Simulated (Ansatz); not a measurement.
# Run report: Al, single-point calculation

System: Al (slab, 12 atoms in the cell).
Method: DFT PBE, scalar-relativistic, plane waves, PAW, PAW set soft_1, no spin polarisation (Ansatz 0.2.0).

The structure derives from an entry of the Crystallography Open Database.

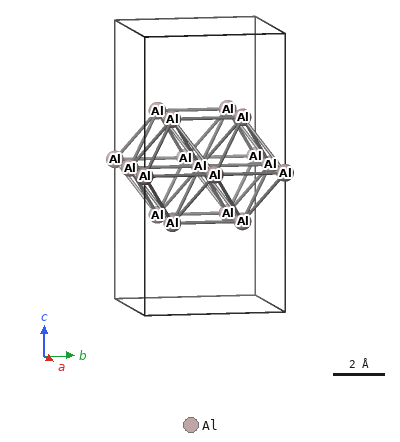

**Figure 1.** The structure as given in the input (ball-and-stick view of the cell of the calculation, with the vacuum cut short, seen slightly off an axis). An atom can appear more than once, as a periodic image. Near neighbours in the periodic cell (some may lie outside the picture): Al has 8 Al at 2.86 to 2.91 Å; Al has 12 Al at 2.86 to 2.91 Å.

Input
```yaml
crystal:
  lattice:
    - [5.7135165838, 0.0, 0.0]
    - [0.0, 5.7135165838, 0.0]
    - [0.0, 0.0, 19.6746954281]
  atoms:
    - { symbol: Al, position: [0.25, 0.25, 0.2033068321] }
    - { symbol: Al, position: [0.25, 0.75, 0.2033068321] }
    - { symbol: Al, position: [0.75, 0.25, 0.2033068321] }
    - { symbol: Al, position: [0.75, 0.75, 0.2033068321] }
    - { symbol: Al, position: [0.0, 0.0, 0.3092728605] }
    - { symbol: Al, position: [0.0, 0.5, 0.3092728605] }
    - { symbol: Al, position: [0.5, 0.0, 0.3092728605] }
    - { symbol: Al, position: [0.5, 0.5, 0.3092728605] }
    - { symbol: Al, position: [0.25, 0.25, 0.4154928577] }
    - { symbol: Al, position: [0.25, 0.75, 0.4154928577] }
    - { symbol: Al, position: [0.75, 0.25, 0.4154928577] }
    - { symbol: Al, position: [0.75, 0.75, 0.4154928577] }
basis:
  ecutwfc: 420
kpoints:
  mp_grid: { grid: [5, 5, 1] }
hamiltonian:
  xc: pbe
  pseudopotentials: { kind: paw, azcp: { folder: soft_1 } }
scf:
  occupations: { method: gaussian, width: 0.1 }
output:
  forces: true
  eigenvalues: true
  write_density: true
  write_potential: true
  elf: true
  volumetric_format: npy
efield:
  axis: 3
  dipole_correction: true
  ramp_width: 0.04
```

Run on 4 threads of Arm Neoverse N1, 98 GiB of memory available, shared host.

Launch command:
```bash
ansatz run input.yaml --threads 4 --pin off --max-ram 12288MiB --backend cpu --events-out ev --progress --plain --runs-dir out
```

The program's output
```
Engine: ansatz 0.2.0, aarch64-unknown-linux-gnu
Pseudopotentials: kind: paw
Pseudopotential: Al, paw, valence charge 3, recommended cutoff 420 eV (normal), [file]
Functional definition: PBE
  parameter kappa = 0.804
  parameter beta = 0.06672455060314922
  exchange = pbe_x(kappa = kappa, mu = beta*pi^2/3)
  correlation = pbe_c(beta = beta)
Crystal: 12 atoms, lattice volume = 642.266 Å³
Basis set: ecut = 420 eV, 12653 PW (Γ), exchange–correlation on 80×80×270 points (8 copies of the dense FFT grid, shifted against one another)
Bands: 30, of which v1, the nominal top of the filled ones, is band 18 counted from 1 (17 counted from 0)
Symmetry: 32 space group operations
Space group: P4mm (ITA 99), of the structure as read, at distance tolerance 8.6e-5 Å
k-points: 6 of 25
Non-local potential: Al, projectors of the file, l = 0: 2, l = 1: 2, l = 2: 1
PAW form: soft (Blöchl's): semilocal exchange-correlation on the pseudo side does not see the compensation charge
PAW one-centre angular grid: Al, 110 points (default); XC on 64 Gauss nodes
Initial density: superposition of atomic densities (neutral atoms: chi_scale 0, normalization atom)
Initial wavefunctions: pseudopotential atomic-orbital guess
Functional: x = pbe(κ = 0.804, μ = 0.2195149727645171), c = pbe(β = 0.06672455060314922)
SCF iter   1: F=—  HF=-6447.874615 eV  |F-HF|=—  |Δ(HF+E_count)|=         —  Δρ=1.41e-2  dr2=7.44e0  ethr=3.10e-3  p=-0.000 e·Å  D=-2.18e-8 V/Å  ΔV_dip=0.00 eV  dr2_dipole=3.04e-5  V_vac-E_F(+/−)=6.15/6.15 eV  ⟨swp⟩=7.8  Hψ=1101  notcnv=0
efield: sawtooth ramp at fractional position 0.7894 (placed from the atoms, in the widest stretch of the axis that holds none; the zero of the levels goes with the place), width 0.0400; the density the first Hamiltonian is built on has a dipole p = -0.000 e·Å; the dipole correction subtracts the counter field D = -2.18e-8 V/Å, which shifts the + side's vacuum level by +0.00 eV against the − side's; the planar-averaged density in the ramp window peaks in size at 1.9e-8 e/Å³
preconditioner: auto → LDOS  [metal: Δε(μ)=0.008 eV  Ē_g=6.008 eV  σ=0.100 eV  W_gap=0.04  n_scr=66 (ndim 8)  ℏωp=8.8 eV  f_vac=0.503  D(μ)=9.68/eV (n_scr^D=50)  β→1.0]
SCF iter   2: F=—  HF=-6446.356089 eV  |F-HF|=—  |Δ(HF+E_count)|=    1.52e0  Δρ=6.00e-3  dr2=6.03e-1  ethr=3.10e-3  p=0.000 e·Å  D=3.58e-5 V/Å  ΔV_dip=-0.00 eV  dr2_dipole=1.07e-7  V_vac-E_F(+/−)=5.02/5.02 eV  ⟨swp⟩=4.0  Hψ=459  notcnv=0  defer=20
SCF iter   3: F=—  HF=-6446.366674 eV  |F-HF|=—  |Δ(HF+E_count)|=   1.06e-2  Δρ=1.21e-3  dr2=3.72e-2  ethr=1.68e-3  p=0.000 e·Å  D=6.37e-5 V/Å  ΔV_dip=-0.00 eV  dr2_dipole=2.81e-7  V_vac-E_F(+/−)=4.67/4.67 eV  ⟨swp⟩=3.7  Hψ=314  notcnv=0  defer=20
SCF iter   4: F=—  HF=-6446.356746 eV  |F-HF|=—  |Δ(HF+E_count)|=   9.93e-3  Δρ=3.01e-4  dr2=7.72e-4  ethr=1.03e-4  p=0.000 e·Å  D=7.64e-5 V/Å  ΔV_dip=-0.00 eV  dr2_dipole=7.18e-7  V_vac-E_F(+/−)=4.54/4.54 eV  ⟨swp⟩=2.0  Hψ=268  notcnv=0  defer=20
SCF iter   5: F=—  HF=-6446.357042 eV  |F-HF|=—  |Δ(HF+E_count)|=   2.97e-4  Δρ=5.49e-5  dr2=9.54e-5  ethr=2.14e-6  p=0.000 e·Å  D=7.50e-5 V/Å  ΔV_dip=-0.00 eV  dr2_dipole=1.13e-6  V_vac-E_F(+/−)=4.52/4.52 eV  ⟨swp⟩=2.5  Hψ=342  notcnv=0  defer=20
SCF iter   6: F=—  HF=-6446.356930 eV  |F-HF|=—  |Δ(HF+E_count)|=   1.13e-4  Δρ=1.52e-5  dr2=1.18e-5  ethr=2.65e-7  p=0.000 e·Å  D=8.95e-5 V/Å  ΔV_dip=-0.00 eV  dr2_dipole=1.58e-6  V_vac-E_F(+/−)=4.51/4.51 eV  ⟨swp⟩=2.8  Hψ=264  notcnv=0  defer=20
SCF iter   7: F=—  HF=-6446.356928 eV  |F-HF|=—  |Δ(HF+E_count)|=   1.16e-6  Δρ=4.89e-6  dr2=6.98e-7  ethr=3.29e-8  p=0.000 e·Å  D=7.41e-5 V/Å  ΔV_dip=-0.00 eV  dr2_dipole=8.02e-8  V_vac-E_F(+/−)=4.51/4.51 eV  ⟨swp⟩=2.3  Hψ=256  notcnv=0  defer=20
SCF iter   8: F=-6446.356929 eV  HF=-6446.356929 eV  |F-HF|=1.82e-8  |Δ(HF+E_count)|=   1.58e-7  Δρ=9.30e-7  dr2=9.10e-9  ethr=2.78e-10  p=0.000 e·Å  D=7.81e-5 V/Å  ΔV_dip=-0.00 eV  dr2_dipole=3.54e-10  V_vac-E_F(+/−)=4.51/4.51 eV  ⟨swp⟩=21.5  Hψ=1726  notcnv=0
SCF 1 converged in 8 iterations: F = -6446.356929 eV  dr2 = 9.10e-9
  greatest PAW one-centre occupation: 0.484 electrons in one spin orbital (limit 2), on the Al atom at site 11 (counted from 0), in its partial waves of l = 0
```

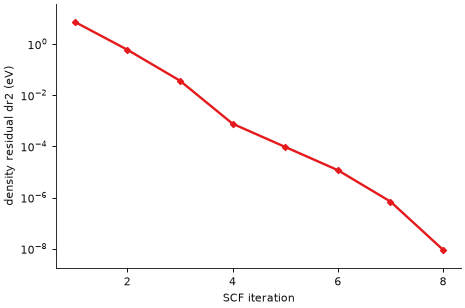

**Figure 2.** Convergence of the self-consistent field: density residual dr2 against the SCF iteration. The residual falls at every step.

```
WARN: The input density's exchange-correlation potential varies sharply where the density is thin. Do not read a vacuum level from v_tot or v_xc, or from such a field of the output density. On a cell that repeats whose density bears no net charge and no dipole along the vacuum's axis use v_es (v_loc + v_h of the components); under efield.dipole_correction with no amplitude use v_es + v_field, which holds any external_charges[].barrier, or the levels of the report's work_function block, which leave it out; under a non-zero efield.amplitude the vacuum is tilted and has no level; on a cell that repeats and bears such a dipole with no correction it is tilted too, and efield.dipole_correction with no amplitude gives each side of its ramp a level where efield: is served; in a cell that repeats whose density bears a net charge (total_charge, or a fill off its count) it is curved and has none; of a slab under crystal.periodic whose density bears no net charge use v_es, which has a level on each side, short of where the two are joined; of another it falls or rises all the way out and has none; of a slab beside external_charges read slab_vacuum_level instead, which it has where they leave it neutral. The grid or the basis barely resolves most such structure, and the values can differ between equally converged runs; as a rule a tighter scf.convergence.dr2_threshold does not remove it. Where the density itself ripples (under the LDA too) a higher basis.ecutwfc lessens it. The files hold the spikes' plane waves up to the density's cutoff. Files: v_tot and the like, and their columns of v_z.tsv (output.write_potential); v_xc and the like, and their columns of v_comp_z.tsv (output.write_potential_components); where files of the output density stand in their place, no point of their own thin density is over the threshold below, and this is of outcome.potential() and, of a run that writes arrays (npy), the arrays of these names. Measured: with its Gaussian average of σ = 0.25 Å subtracted twice, the exchange-correlation potential is over 0.1 eV at 12 of the grid points where the equally averaged density (valence and model cores) is under 1e-3 e/Å³, and 0.122 eV at the most among them, at an averaged density of 7.4e-8 e/Å³. See output.write_potential in the manual, Limitations
SCF converged after 8 iterations
Free energy (F): -6446.356929 eV
Harris-Foulkes:  -6446.356929 eV  (|F-HF|=1.82e-8)
Internal energy: -6446.338156 eV  (E = F + TS)
E sigma→0 (E₀):  -6446.347542 eV
Entropy (-TS):   -0.018773 eV (-1.564 meV/atom)
Fermi energy:    -0.625887 eV
Dipole field:    D = 0.000064 V/Å  (p = 0.000227 e·Å, saw-weighted, corrected)
Work function:   Φ+ = 4.5072 eV   Φ− = 4.5084 eV
Levels:          The Fermi level and band energies are counted from a zero that moves with the ramp; work functions are not
--- Per-component energies (eV) ---
  E_band       = -158.803704
  E_kinetic    = 246.650270
  E_local      = -5359.114696  (includes V_loc(G=0)·N_el)
  E_nonlocal   = 122.006402
  E_hartree    = 2602.581002
  E_xc         = -438.953957
  E_vxc        = -332.083259  (∫ρ·V_xc dr)
  E_paw        = -5632.047087  (= ΣΔE_a)
  E_vpaw       = -41.427102  (= ΣTr[D̂ρ^β])
  E_aug_tail   = -0.000022  (compensation charges beyond the density's cutoff)
  E_efield     = 0.000000  (sawtooth field / dipole correction)
  E_vefield    = 0.000002  (∫n·V_field dr)
  E_ewald      = 2012.539932
  E_smearing   = -0.018773  (= −TS)
  E_closure    = 0.000000  (closes the sum)
  Σ components = -6446.356929   (vs F -6446.356929, Δ=0.00e0)
--- Forces (eV/Å), atoms counted from 1 ---
  atom   1  Al    -0.00000000     0.00000000     0.01794138
  atom   2  Al    -0.00000000    -0.00000000     0.01794138
  atom   3  Al    -0.00000000    -0.00000000     0.01794138
  atom   4  Al    -0.00000000    -0.00000000     0.01794138
  atom   5  Al    -0.00000000     0.00000000     0.01087437
  atom   6  Al    -0.00000000     0.00000000     0.01087437
  atom   7  Al     0.00000000    -0.00000000     0.01087437
  atom   8  Al     0.00000000     0.00000000     0.01087437
  atom   9  Al    -0.00000000    -0.00000000    -0.02881407
  atom  10  Al     0.00000000     0.00000000    -0.02881407
  atom  11  Al    -0.00000000     0.00000000    -0.02881407
  atom  12  Al     0.00000000     0.00000000    -0.02881407
  max |Σ_I F_I| component: 6.75e-6 eV/Å
--- Band table (eV; the first three rows and the last of 6) ---
  k-point 0: bands = ["-10.6705", "-8.5688", "-6.2812", "-6.2812", "-6.1709", "-6.1709", "-5.3666", "-4.2730", "-4.2730", "-4.0748", "-4.0748", "-2.5109", "-2.5109", "-2.3706", "-1.3769", "-1.3769", "-1.2990", "-0.9535", "-0.5987", "-0.5987", "-0.5669", "-0.5669", "0.9087", "0.9805", "1.3848", "1.3848", "1.3929", "2.4108", "2.4108", "2.5057"]
  k-point 1: bands = ["-10.4901", "-8.3903", "-7.8114", "-6.1074", "-5.9957", "-5.7417", "-5.1892", "-4.3124", "-4.0950", "-3.9083", "-3.5635", "-3.4654", "-2.5816", "-2.2909", "-2.2021", "-1.5369", "-1.4829", "-1.2055", "-0.4336", "0.0812", "0.3254", "0.3326", "0.9063", "1.3016", "1.5515", "1.5563", "1.8049", "2.1705", "2.2035", "2.6700"]
  k-point 2: bands = ["-9.9504", "-9.0553", "-7.8562", "-6.9709", "-5.5881", "-5.4733", "-4.7306", "-4.6592", "-4.6152", "-3.7837", "-3.5647", "-3.4104", "-2.6965", "-2.5889", "-2.0889", "-1.6998", "-0.9132", "-0.6941", "-0.0008", "0.0550", "0.1475", "0.4080", "0.8379", "2.0499", "2.1132", "2.2396", "2.4171", "2.4431", "2.6968", "2.8635"]
  k-point 5: bands = ["-9.2337", "-8.3429", "-8.3429", "-7.4581", "-7.1469", "-6.2658", "-6.2658", "-5.3905", "-3.9560", "-3.0863", "-3.0863", "-2.2247", "-1.4746", "-1.4746", "-1.1829", "-1.0285", "-0.2370", "-0.2370", "0.2647", "0.4804", "0.5757", "0.5757", "0.5969", "0.7580", "1.8709", "2.1963", "2.1963", "2.4150", "2.4373", "2.9183"]
```

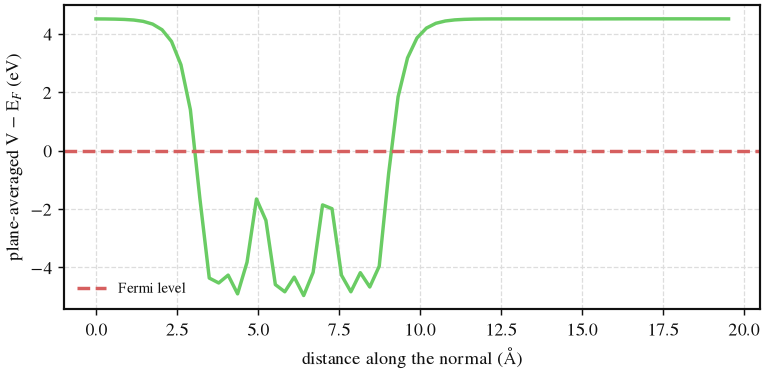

**Figure 3.** Plane average of the electrostatic potential energy of an electron across the cell, from the Fermi level. The vacuum level lies 4.51 eV above the Fermi level.

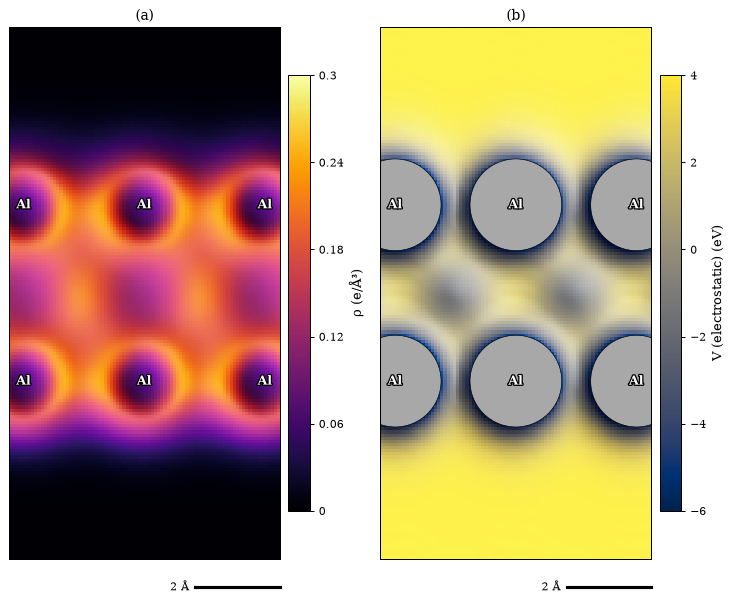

**Figure 4.** (a) valence electron density; (b) electrostatic potential energy of an electron on the (100) plane of the calculation cell, a cut from vacuum to vacuum. Grey discs, where drawn, cover atomic cores. Atoms in the plane: Al. Al–Al (2.86 Å): ρ at the midpoint is about 0.2 e/Å³. The density dies away to nearly zero in the vacuum. The fields are those of the smooth PAW valence density.

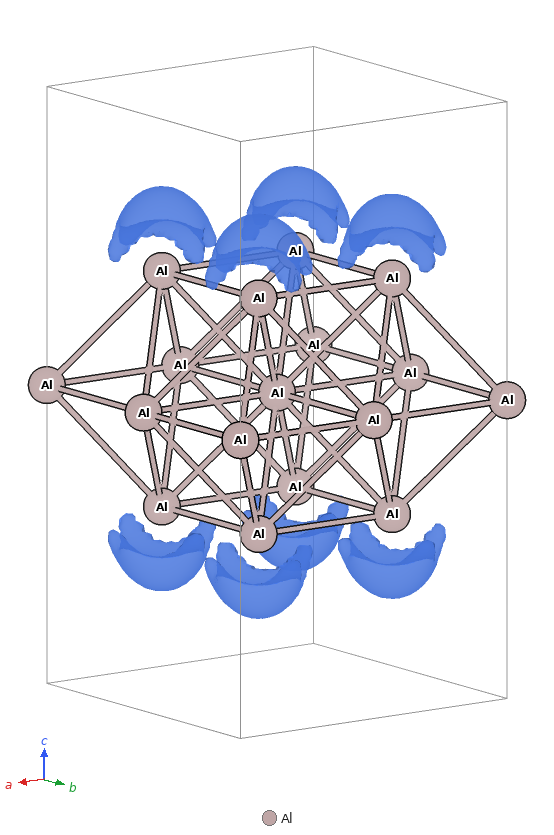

**Figure 5.** Isosurface of the ELF at 0.8 (blue), seen at an oblique angle. Core shells and regions of very low density are left out. Sticks mark near contacts. Profiles from the grid: Al–Al (2.86 Å): the ELF is about 0.70 at the midpoint. Al–Al (2.90 Å): the ELF is about 0.55 at the midpoint, as expected for metallic bonding.

Results in brief

- outcome: converged
- electrons treated: 36
- free energy: −6446.3569 eV
- work function, top face: 4.51 eV
- work function, bottom face: 4.51 eV
- Fermi energy: −0.626 eV
- gap on the k-point mesh: none (metallic)
- work function (upper face): 4.51 eV
- largest force (length of the vector): 0.029 eV/Å
- wall time: 7.9 s (CPU time 28 s)
- peak memory: 0.79 GiB

Notes

The program warns: the exchange-correlation potential is rough where the density is thin.
